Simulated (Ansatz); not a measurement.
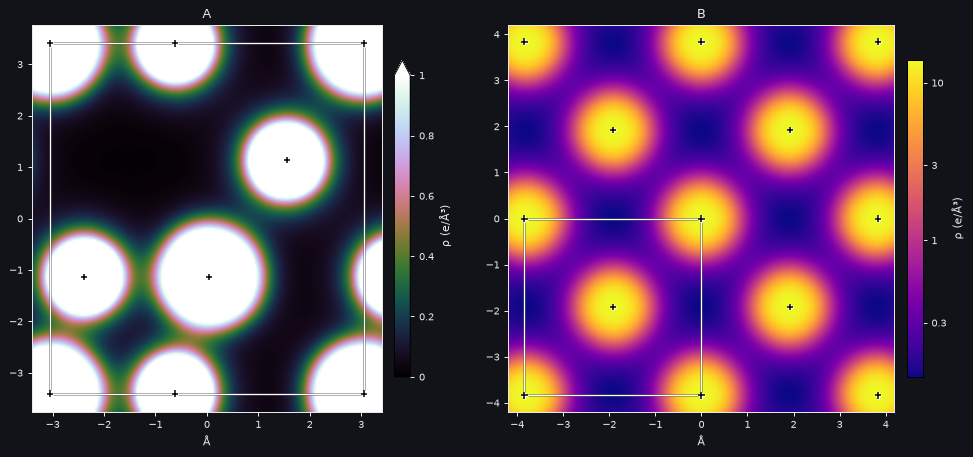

The valence electron density of 2 systems, each on a plane through atoms (crosses mark nuclei in the plane).

Theory: Ansatz, Kohn-Sham DFT of a periodic cell, PBE, Ansatz PAW.

System 1: La2O3, the (110) plane of the conventional cell. Space group P-3m1; a structure from a database of computed crystals, not necessarily the ambient phase.

```cif
data_structure
_symmetry_space_group_name_H-M 'P 1'
_symmetry_Int_Tables_number 1
_cell_length_a 3.9308
_cell_length_b 3.9308
_cell_length_c 6.1120
_cell_angle_alpha 90.000
_cell_angle_beta 90.000
_cell_angle_gamma 120.000
_cell_volume 81.78
loop_
_atom_site_label
_atom_site_type_symbol
_atom_site_fract_x
_atom_site_fract_y
_atom_site_fract_z
_atom_site_occupancy
La1 La 0.33333 0.66667 0.24624 1
La2 La 0.66667 0.33333 0.75376 1
O1 O 0.00000 0.00000 0.00000 1
O2 O 0.33333 0.66667 0.64589 1
O3 O 0.66667 0.33333 0.35411 1
```

System 2: Pd, the (100) plane of the conventional cell. Space group Fm-3m; computed pressure about 16 GPa in this cell.

```yaml
crystal:
  lattice:
    - [3.84039, 0.00000, 0.00000]
    - [0.00000, 3.84039, 0.00000]
    - [0.00000, 0.00000, 3.84039]
  atoms:
    - { symbol: Pd, position: [0.00000, 0.00000, 0.00000] }
    - { symbol: Pd, position: [0.50000, 0.50000, 0.00000] }
    - { symbol: Pd, position: [0.50000, 0.00000, 0.50000] }
    - { symbol: Pd, position: [0.00000, 0.50000, 0.50000] }
```

Which map belongs to which system?

Panel A is system 1, La2O3: the plane holds La and O. La–O (2.36 Å): ρ at the midpoint is about 0.51 e/Å³. Panel B is system 2, Pd: the plane holds Pd. Pd–Pd (2.72 Å): the density is about 0.32 e/Å³ at the midpoint.
